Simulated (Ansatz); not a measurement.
# Single-point calculation of PtSe2

System: PtSe2 (3 atoms in the cell).
Method: DFT PBEsol, scalar-relativistic, plane waves, PAW, no spin polarisation (Ansatz 0.2.0).

The structure derives from an entry of the Crystallography Open Database. It belongs to a series of runs on one base structure; here: bulk in the cell of the (0 1 2) plane.

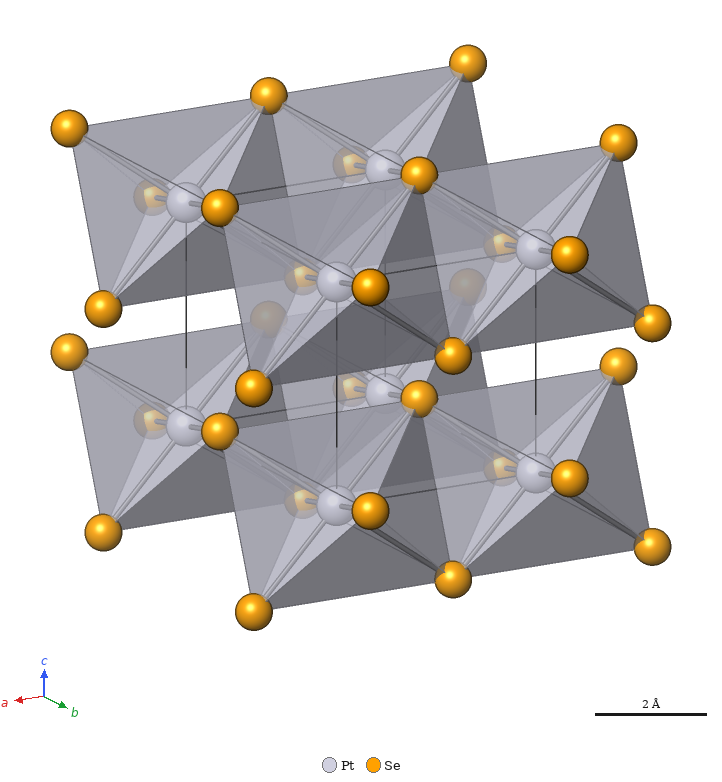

*The structure (polyhedral view of the cell of the calculation, set on other vectors, seen at an oblique angle; polyhedra are completed across the faces of the cell). An atom can appear more than once, as a periodic image.*

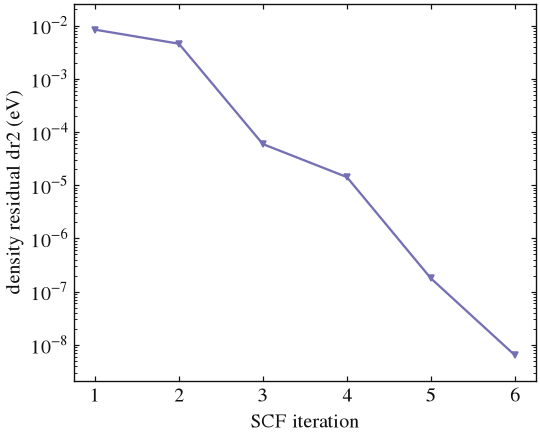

*Convergence of the self-consistent field: density residual dr2 against the SCF iteration.*

The residual falls at every step.

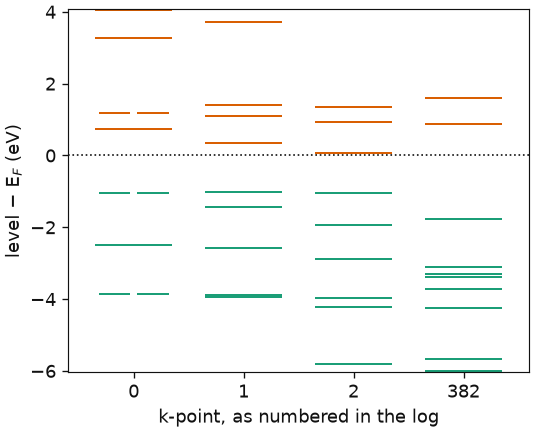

*Kohn–Sham levels near the Fermi level (dotted) at the few k-points that the log prints; levels within 0.02 eV of each other stand side by side.*

The system is metallic on the full mesh.

These pictures come from the run below.

### The input
```yaml
crystal:
  lattice:
    - [3.7607249066, 0.0, 0.0]
    - [0.0, 8.1290185517, 0.0]
    - [1.8803624533, -2.6097342009, 1.9484805023]
  atoms:
    - { symbol: Pt, position: [0.0, 0.0, 0.0] }
    - { symbol: Se, position: [0.4059912058, 0.2606754609, 0.1880175884] }
    - { symbol: Se, position: [0.5940087942, 0.7393245391, 0.8119824116] }
basis:
  ecutwfc: 420
kpoints:
  mp_grid: { grid: [9, 5, 17] }
hamiltonian:
  xc: pbesol
scf:
  occupations: { method: gaussian, width: 0.1 }
output:
  forces: true
  stress: true
  eigenvalues: true
```

Launch command:
```bash
ansatz run input.yaml --threads 2 --pin off --max-ram 5120MiB --backend cpu --events-out ev --progress --plain --runs-dir out
```

### Log
```
Warning: crystal.symmetry: narrowed to the stabiliser of the k-point mesh — unitary ops 12 → 2; excluded 10 operations that carry a point of the 9×5×17 mesh (shift [0, 0, 0]) off the mesh (the run samples exactly the mesh kpoints.mp_grid names, as under crystal.symmetry.detect: false, and its converged state has the mesh's symmetry, not the crystal's; ε∞, the Born charges and the force constants of a linear response (`dielectric:` by the response, `phonons.method: dfpt`) are averaged over those of the crystal's operations that the state keeps within a tolerance, where `mesh_tensors`, `unaveraged_element` or `gamma_mean_max_change_ev_ang2` stands beside them; a row that `dielectric.field_direction` solves alone is averaged likewise, with nothing beside; a Γ-centred mesh of equal divisions is mapped onto itself by every operation and keeps the whole group, as does a half-shifted one under kpoints.further_shifts: images)
Engine: ansatz 0.2.0, x86_64-unknown-linux-gnu
Pseudopotentials: kind: paw
Pseudopotential: Pt, paw, valence charge 18, recommended cutoff 420 eV (normal), Pt.paw.azcp
Pseudopotential: Se, paw, valence charge 16, recommended cutoff 420 eV (normal), Se.paw.azcp
Functional definition: PBEsol
  exchange = pbesol_x
  correlation = pbesol_c
Crystal: 3 atoms, lattice volume = 59.567 Å³
Basis set: ecut = 420 eV, 1169 PW (Γ), exchange–correlation on 54×120×54 points (8 copies of the dense FFT grid, shifted against one another)
Bands: 30, of which v1, the nominal top of the filled ones, is band 25 counted from 1 (24 counted from 0)
Symmetry: 2 space group operations
k-points: 383 of 765
Non-local potential: Pt, projectors of the file, l = 0: 3, l = 1: 2, l = 2: 2, l = 3: 1
Non-local potential: Se, projectors of the file, l = 0: 2, l = 1: 2, l = 2: 3, l = 3: 1
PAW form: soft (Blöchl's): semilocal exchange-correlation on the pseudo side does not see the compensation charge
PAW frozen core: Pt, regenerated for the run's functional, and the local potential with it (the file was generated under x = pbe(κ = 0.804, μ = 0.2195149727645171), c = pbe(β = 0.06672455060314922))
PAW frozen core: Se, regenerated for the run's functional, and the local potential with it (the file was generated under x = pbe(κ = 0.804, μ = 0.2195149727645171), c = pbe(β = 0.06672455060314922))
PAW one-centre angular grid: Pt, 590 points (default); XC on 64 Gauss nodes
PAW one-centre angular grid: Se, 590 points (default); XC on 64 Gauss nodes
Initial density: superposition of atomic densities (neutral atoms: chi_scale 0, normalization atom), corrected by the library's trained network
Initial wavefunctions: pseudopotential atomic-orbital guess
Functional: x = pbesol(κ = 0.804, μ = 0.12345679012345678), c = pbesol(β = 0.046)
SCF iter   1: F=—  HF=-23233.471232 eV  |F-HF|=—  |Δ(HF+E_count)|=         —  Δρ=3.68e-3  dr2=8.36e-3  ethr=1.77e-3  ⟨swp⟩=5.3  Hψ=43625  notcnv=0
preconditioner: auto → LDOS  [metal: Δε(μ)=0.023 eV  Ē_g=10.075 eV  σ=0.100 eV  W_gap=0.13  n_scr=22 (ndim 8)  ℏωp=22.6 eV  f_vac=0.025  D(μ)=0.68/eV (n_scr^D=2)  β→1.0]
SCF iter   2: F=—  HF=-23233.472575 eV  |F-HF|=—  |Δ(HF+E_count)|=   1.34e-3  Δρ=2.61e-3  dr2=4.55e-3  ethr=1.67e-5  ⟨swp⟩=2.0  Hψ=25051  notcnv=0  defer=233
SCF iter   3: F=—  HF=-23233.470672 eV  |F-HF|=—  |Δ(HF+E_count)|=   1.90e-3  Δρ=3.16e-4  dr2=5.92e-5  ethr=9.11e-6  ⟨swp⟩=2.0  Hψ=20429  notcnv=0  defer=233
SCF iter   4: F=—  HF=-23233.470673 eV  |F-HF|=—  |Δ(HF+E_count)|=   5.02e-7  Δρ=1.04e-4  dr2=1.42e-5  ethr=1.18e-7  ⟨swp⟩=2.0  Hψ=17465  notcnv=0  defer=233
SCF iter   5: F=—  HF=-23233.470670 eV  |F-HF|=—  |Δ(HF+E_count)|=   2.37e-6  Δρ=2.11e-5  dr2=1.78e-7  ethr=2.85e-8  ⟨swp⟩=2.0  Hψ=14668  notcnv=0  defer=233
SCF iter   6: F=-23233.470670 eV  HF=-23233.470670 eV  |F-HF|=3.60e-9  |Δ(HF+E_count)|=   1.34e-7  Δρ=3.97e-6  dr2=6.40e-9  ethr=2.00e-10  ⟨swp⟩=6.4  Hψ=48084  notcnv=0
SCF 1 converged in 6 iterations: F = -23233.470670 eV  dr2 = 6.40e-9
  greatest PAW one-centre occupation: 1.000 electrons in one spin orbital (limit 2), on the Pt atom at site 0 (counted from 0), in its partial waves of l = 0
SCF converged after 6 iterations
Free energy (F): -23233.470670 eV
Harris-Foulkes:  -23233.470670 eV  (|F-HF|=3.60e-9)
Internal energy: -23233.467189 eV  (E = F + TS)
E sigma→0 (E₀):  -23233.468930 eV
Entropy (-TS):   -0.003481 eV (-1.160 meV/atom)
Fermi energy:    13.487908 eV
--- Per-component energies (eV) ---
  E_band       = -947.694866
  E_kinetic    = 874.603762
  E_local      = -6548.365434  (includes V_loc(G=0)·N_el)
  E_nonlocal   = -980.513196
  E_hartree    = 3032.320178
  E_xc         = -467.325155
  E_vxc        = -499.087912  (∫ρ·V_xc dr)
  E_paw        = -13053.772228  (= ΣΔE_a)
  E_vpaw       = 141.027405  (= ΣTr[D̂ρ^β])
  E_aug_tail   = -0.001031  (compensation charges beyond the density's cutoff)
  E_ewald      = -6092.717968
  E_core_change = 2.303882  (= ΣΔE_core)
  E_smearing   = -0.003481  (= −TS)
  E_closure    = -0.000000  (closes the sum)
  Σ components = -23233.470670   (vs F -23233.470670, Δ=0.00e0)
--- Forces (eV/Å), atoms counted from 1 ---
  atom   1  Pt     0.00000000     0.00000000     0.00000000
  atom   2  Se    -0.00014842    -0.00044587    -0.00708784
  atom   3  Se     0.00014842     0.00044587     0.00708784
  max |Σ_I F_I| component: 0.00e0 eV/Å
--- Stress (GPa, compression-positive) ---
        0.044507       0.013301      -0.002099
        0.013301      -0.071653       0.014054
       -0.002098       0.014054      -0.023920
  P = ⅓ Tr σ = -0.0170 GPa (-0.170 kbar)
--- Band table (eV; the first three rows and the last of 383) ---
  k-point 0: bands = ["-85.9562", "-40.1692", "-40.1677", "-40.0704", "-35.0984", "-35.0980", "-35.0956", "-35.0956", "-35.0889", "-35.0878", "-35.0833", "-35.0827", "-35.0810", "-35.0806", "-2.2428", "0.8319", "6.2954", "7.1282", "7.1298", "9.6142", "9.6147", "10.9974", "12.4477", "12.4489", "14.2085", "14.6692", "14.6702", "16.7459", "17.5316", "20.6933"]
  k-point 1: bands = ["-85.9562", "-40.1695", "-40.1678", "-40.0704", "-35.0984", "-35.0977", "-35.0957", "-35.0957", "-35.0886", "-35.0877", "-35.0837", "-35.0828", "-35.0811", "-35.0806", "-2.1406", "0.6484", "6.5331", "7.1517", "7.2124", "9.5403", "9.5888", "10.9048", "12.0405", "12.4574", "13.8365", "14.5839", "14.8839", "17.1919", "18.1126", "20.3333"]
  k-point 2: bands = ["-85.9562", "-40.1703", "-40.1680", "-40.0703", "-35.0983", "-35.0973", "-35.0961", "-35.0958", "-35.0877", "-35.0873", "-35.0848", "-35.0830", "-35.0811", "-35.0804", "-1.8483", "0.2361", "6.7941", "7.2170", "7.6713", "9.2522", "9.5131", "10.6004", "11.5394", "12.4507", "13.5552", "14.4258", "14.8219", "18.0455", "18.5094", "20.5626"]
  k-point 382: bands = ["-85.9560", "-40.1767", "-40.1714", "-40.0698", "-35.0982", "-35.0973", "-35.0961", "-35.0958", "-35.0875", "-35.0871", "-35.0848", "-35.0838", "-35.0805", "-35.0804", "-0.5233", "-0.0071", "6.0731", "7.4942", "7.8113", "9.2251", "9.7565", "10.1056", "10.1712", "10.3663", "11.7094", "14.3732", "15.0865", "17.7582", "18.7168", "21.7394"]
```

### Results in brief

| quantity | value |
| --- | --- |
| outcome | converged |
| space group (tolerance 0.01 Å) | P-3m1 (164) |
| electrons treated | 50 |
| free energy | −23233.4707 eV |
| Fermi energy | 13.488 eV |
| gap on the k-point mesh | none (metallic) |
| pressure | −0.02 GPa |
| largest force (length of the vector) | 0.007 eV/Å |
| hardware | 2 threads of Intel Xeon @ 2.50GHz (Skylake/Cascade Lake), 189 GiB of memory available, shared host |
| wall time | 28 s (CPU time 54 s) |
| peak memory | 0.76 GiB |

Warnings of the run: the k-point mesh lowers the symmetry that the run can use. Spin–orbit coupling is left out, which matters for Pt.
